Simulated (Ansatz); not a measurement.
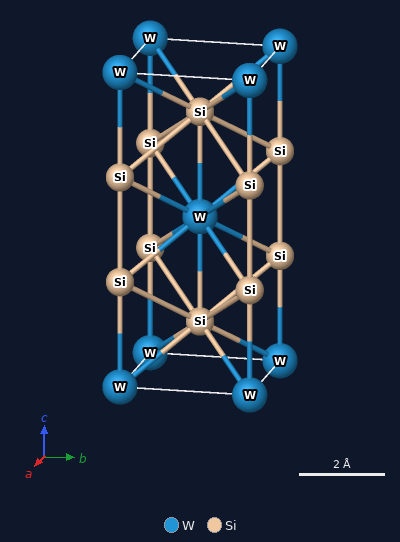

The structure (ball-and-stick view of the cell 2 times as large as that of the calculation, set on its symmetry axes, seen slightly off an axis).

**WSi$_{2}$: single-point calculation**

WSi$_{2}$ (I4/mmm, 3 atoms in the cell), computed with DFT, PBE, PAW with Ansatz's default frozen-core files, scalar-relativistic, no spin polarisation (Ansatz 0.2.0).

It belongs to a series of runs on one base structure; here: volume scaled by 0.94, PAW files.

What the program printed
```
Engine: ansatz 0.2.0, x86_64-unknown-linux-gnu
Pseudopotentials: kind: paw
Pseudopotential: W, paw, valence charge 14, recommended cutoff 420 eV (normal), W.paw.azcp
Pseudopotential: Si, paw, valence charge 4, recommended cutoff 420 eV (normal), Si.paw.azcp
Functional definition: PBE
  parameter kappa = 0.804
  parameter beta = 0.06672455060314922
  exchange = pbe_x(kappa = kappa, mu = beta*pi^2/3)
  correlation = pbe_c(beta = beta)
Crystal: 3 atoms, lattice volume = 38.558 Å³
Basis set: ecut = 420 eV, 761 PW (Γ), exchange–correlation on 60×60×60 points (8 copies of the dense FFT grid, shifted against one another)
Bands: 15, of which v1, the nominal top of the filled ones, is band 11 counted from 1 (10 counted from 0)
Symmetry: 16 space group operations
Space group: I4/mmm (ITA 139), of the structure as read, at distance tolerance 3.4e-5 Å
k-points: 244 of 2744
Non-local potential: W, projectors of the file, l = 0: 3, l = 1: 2, l = 2: 2, l = 3: 1
Non-local potential: Si, projectors of the file, l = 0: 2, l = 1: 2, l = 2: 2
PAW form: soft (Blöchl's): semilocal exchange-correlation on the pseudo side does not see the compensation charge
PAW one-centre angular grid: W, 590 points (default); XC on 64 Gauss nodes
PAW one-centre angular grid: Si, 110 points (default); XC on 64 Gauss nodes
Initial density: superposition of atomic densities (neutral atoms: chi_scale 0, normalization atom), corrected by the library's trained network
Initial wavefunctions: pseudopotential atomic-orbital guess
Functional: x = pbe(κ = 0.804, μ = 0.2195149727645171), c = pbe(β = 0.06672455060314922)
SCF iter   1: F=—  HF=-11657.353399 eV  |F-HF|=—  |Δ(HF+E_count)|=         —  Δρ=3.67e-3  dr2=3.01e-3  ethr=1.77e-3  ⟨swp⟩=5.1  Hψ=21190  notcnv=0
preconditioner: auto → Kerker (q_TF=auto, 2.485 Å⁻¹)  [metal: Δε(μ)=0.017 eV  Ē_g=8.459 eV  σ=0.100 eV  W_gap=0.04  n_scr=10 (ndim 8)  ℏωp=22.4 eV  f_vac=0.000  D(μ)=0.27/eV (n_scr^D=0)]
SCF iter   2: F=—  HF=-11657.353416 eV  |F-HF|=—  |Δ(HF+E_count)|=   1.73e-5  Δρ=2.13e-3  dr2=1.20e-3  ethr=1.37e-5  ⟨swp⟩=1.0  Hψ=5613  notcnv=0
SCF iter   3: F=—  HF=-11657.353334 eV  |F-HF|=—  |Δ(HF+E_count)|=   8.15e-5  Δρ=2.18e-4  dr2=1.65e-5  ethr=5.47e-6  ⟨swp⟩=2.1  Hψ=5012  notcnv=0
SCF iter   4: F=—  HF=-11657.353337 eV  |F-HF|=—  |Δ(HF+E_count)|=   2.29e-6  Δρ=6.40e-5  dr2=1.74e-6  ethr=7.52e-8  ⟨swp⟩=2.1  Hψ=5293  notcnv=0
SCF iter   5: F=—  HF=-11657.353336 eV  |F-HF|=—  |Δ(HF+E_count)|=   2.88e-7  Δρ=1.62e-5  dr2=1.28e-7  ethr=7.92e-9  ⟨swp⟩=2.2  Hψ=5307  notcnv=0
SCF iter   6: F=-11657.353336 eV  HF=-11657.353336 eV  |F-HF|=1.26e-9  |Δ(HF+E_count)|=   1.42e-8  Δρ=2.76e-6  dr2=2.92e-9  ethr=4.55e-10  ⟨swp⟩=8.2  Hψ=20688  notcnv=0
SCF 1 converged in 6 iterations: F = -11657.353336 eV  dr2 = 2.92e-9
  greatest PAW one-centre occupation: 0.999 electrons in one spin orbital (limit 2), on the W atom at site 0 (counted from 0), in its partial waves of l = 0
SCF converged after 6 iterations
Free energy (F): -11657.353336 eV
Harris-Foulkes:  -11657.353336 eV  (|F-HF|=1.26e-9)
Internal energy: -11657.343735 eV  (E = F + TS)
E sigma→0 (E₀):  -11657.348536 eV
Entropy (-TS):   -0.009601 eV (-3.200 meV/atom)
Fermi energy:    17.698304 eV
--- Per-component energies (eV) ---
  E_band       = -61.565146
  E_kinetic    = 546.490601
  E_local      = -913.812644  (includes V_loc(G=0)·N_el)
  E_nonlocal   = 51.436846
  E_hartree    = 363.265243
  E_xc         = -383.912332
  E_vxc        = -341.197046  (∫ρ·V_xc dr)
  E_paw        = -9588.764209  (= ΣΔE_a)
  E_vpaw       = -131.014631  (= ΣTr[D̂ρ^β])
  E_aug_tail   = -0.000057  (compensation charges beyond the density's cutoff)
  E_ewald      = -1732.047184
  E_smearing   = -0.009601  (= −TS)
  E_closure    = -0.000000  (closes the sum)
  Σ components = -11657.353336   (vs F -11657.353336, Δ=0.00e0)
--- Forces (eV/Å), atoms counted from 1 ---
  atom   1  W      0.00000000     0.00000000    -0.00000000
  atom   2  Si     0.00000000    -0.00000000    -0.00004168
  atom   3  Si     0.00000000    -0.00000000     0.00004168
  max |Σ_I F_I| component: 3.47e-17 eV/Å
--- Stress (GPa, compression-positive) ---
       15.395206       0.000000       0.000000
        0.000000      15.395206       0.000000
       -0.000000       0.000000      15.397285
  P = ⅓ Tr σ = 15.3959 GPa (153.959 kbar)
--- Band table (eV; the first three rows and the last of 244) ---
  k-point 0: bands = ["-55.9997", "-20.3589", "-20.2925", "-20.2925", "3.1865", "10.5237", "13.9367", "14.1355", "14.6966", "14.6966", "18.3872", "20.3991", "20.7297", "20.9936", "20.9936"]
  k-point 1: bands = ["-55.9987", "-20.3564", "-20.3056", "-20.3039", "3.3597", "10.6837", "13.3659", "14.1840", "14.2439", "15.2809", "17.5512", "20.5080", "20.9504", "21.1214", "21.1791"]
  k-point 2: bands = ["-55.9960", "-20.3492", "-20.3411", "-20.3356", "3.8662", "11.1138", "12.6945", "13.2892", "14.3369", "15.8287", "15.9778", "20.3943", "21.4286", "21.5301", "21.8399"]
  k-point 243: bands = ["-55.9995", "-20.3811", "-20.2940", "-20.2940", "5.5183", "6.3913", "13.5777", "14.9259", "16.8498", "16.8498", "17.1478", "17.1478", "18.5818", "22.2822", "23.1510"]
--- Löwdin populations: 3 sites ---
  site symbol       q [e]
     0      W     13.9544
     1     Si      3.9021
     2     Si      3.9021
  spilling = 0.010976 (of n_electrons = 22.000000)
```

File populations.tsv
```
# site	symbol	l	j	q
# orbitals = lowdin
# n_electrons = 22.000000
# spilling = 0.010976
0	W	0_5S	-	1.936683
0	W	0_6S	-	0.511606
0	W	1_5P	-	5.984233
0	W	2_5D	-	5.521844
1	Si	0_3S	-	1.156527
1	Si	1_3P	-	2.745552
2	Si	0_3S	-	1.156527
2	Si	1_3P	-	2.745552
```

File rho_z.tsv
```
# z_ang	rho[e/angstrom^3]
# format = ansatz-planar-average/11
# lattice	-1.579034072	1.579034072	3.866045679
# lattice	1.579034072	-1.579034072	3.866045679
# lattice	1.579034072	1.579034072	-3.866045679
# sites	3
# site	74	0.000000000	0.000000000	0.000000000
# site	14	0.000000000	0.000000000	2.578980789
# site	14	0.000000000	0.000000000	-2.578980789
0.000000	8.444131e-1
0.148821	8.402820e-1
0.297643	8.270283e-1
0.446464	8.026802e-1
0.595285	7.656030e-1
0.744107	7.159353e-1
0.892928	6.562593e-1
1.041749	5.912301e-1
1.190571	5.264098e-1
1.339392	4.668848e-1
1.488213	4.162700e-1
1.637035	3.763811e-1
1.785856	3.474390e-1
1.934677	3.285137e-1
2.083498	3.180963e-1
2.232320	3.148099e-1
2.381141	3.180963e-1
2.529962	3.285137e-1
2.678784	3.474390e-1
2.827605	3.763811e-1
2.976426	4.162700e-1
3.125248	4.668848e-1
3.274069	5.264098e-1
3.422890	5.912301e-1
3.571712	6.562593e-1
3.720533	7.159353e-1
3.869354	7.656030e-1
4.018176	8.026802e-1
4.166997	8.270283e-1
4.315818	8.402820e-1
```

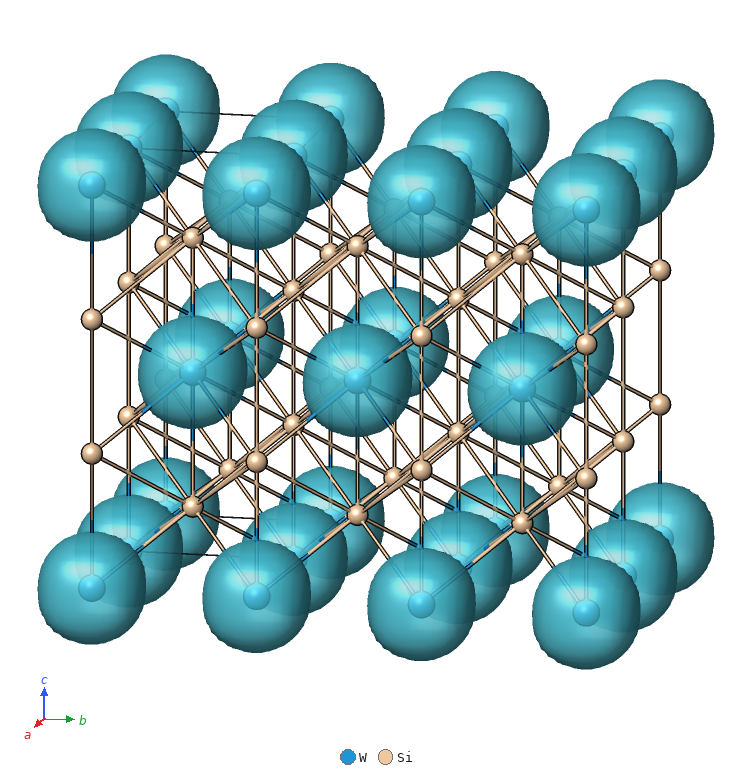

Isosurface of the valence electron density at 0.6 e/Å³ (cyan), seen slightly off an axis. Sticks mark near contacts. The outline is the cell set on symmetry axes. At this value the density breaks into separate islands; it holds about 45 % of the electrons treated as valence (semicore included). It is pinched off along the Si–Si (2.57 Å) and Si–W (2.58 Å) contacts. On the grid the lowest density along these lines, outside the cores, is 0.34 e/Å³ (Si–Si, 2.57 Å) and 0.44 e/Å³ (Si–W, 2.58 Å). In a PAW calculation such maps are meaningful between the atoms, not at the nuclei.

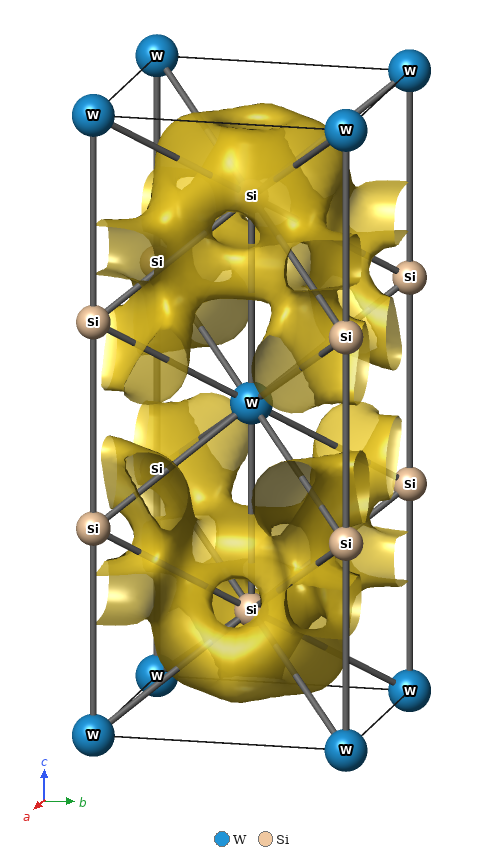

Isosurface of the ELF at 0.55 (yellow), seen slightly off an axis. Only the valence region is drawn (cores and ρ < 0.01 e/Å³ removed). Sticks mark near contacts. The outline is the cell set on symmetry axes. The ELF exceeds this value in sheets that run through the cell in two directions, counted in one cell of 6 atoms. Profiles from the grid: Si–Si (2.57 Å): the ELF is about 0.45 at the midpoint. Si–W (2.58 Å): the ELF is about 0.45 at the midpoint.

The run was set up as follows.

The input
```yaml
crystal:
  lattice:
    - [-1.5790340719, 1.5790340719, 3.8660456788]
    - [1.5790340719, -1.5790340719, 3.8660456788]
    - [1.5790340719, 1.5790340719, -3.8660456788]
  atoms:
    - { symbol: W, position: [0.0, 0.0, 0.0] }
    - { symbol: Si, position: [0.3335424621, 0.3335424621, 0.0] }
    - { symbol: Si, position: [-0.3335424621, -0.3335424621, 0.0] }
kpoints:
  mp_grid: { grid: [14, 14, 14] }
scf:
  occupations: { method: fermi_dirac, width: 0.1 }
hamiltonian:
  xc: pbe
  pseudopotentials: { kind: paw }
output:
  forces: true
  stress: true
  eigenvalues: true
  populations: true
  write_density: true
  write_potential: true
  elf: true
  volumetric_format: npy
```

Launch command:
```bash
ansatz run input.yaml --threads 1 --pin off --max-ram 3072MiB --backend cpu --events-out ev --progress --plain --runs-dir out
```

Key numbers

```tsv
quantity	value
outcome	converged
space group (tolerance 0.01 Å)	I4/mmm (139)
electrons treated	22
free energy	−11657.3533 eV
Fermi energy	17.698 eV
pressure	15.40 GPa
largest force (length of the vector)	under 0.001 eV/Å
hardware	1 thread of AMD EPYC (Zen 3), 32 GiB of memory available, shared host
wall time	7.6 s
peak memory	0.47 GiB
```

Notes

Spin–orbit coupling is left out, which matters for W. The cell is under a pressure of 15.4 GPa at this level, so it is not at its equilibrium volume.
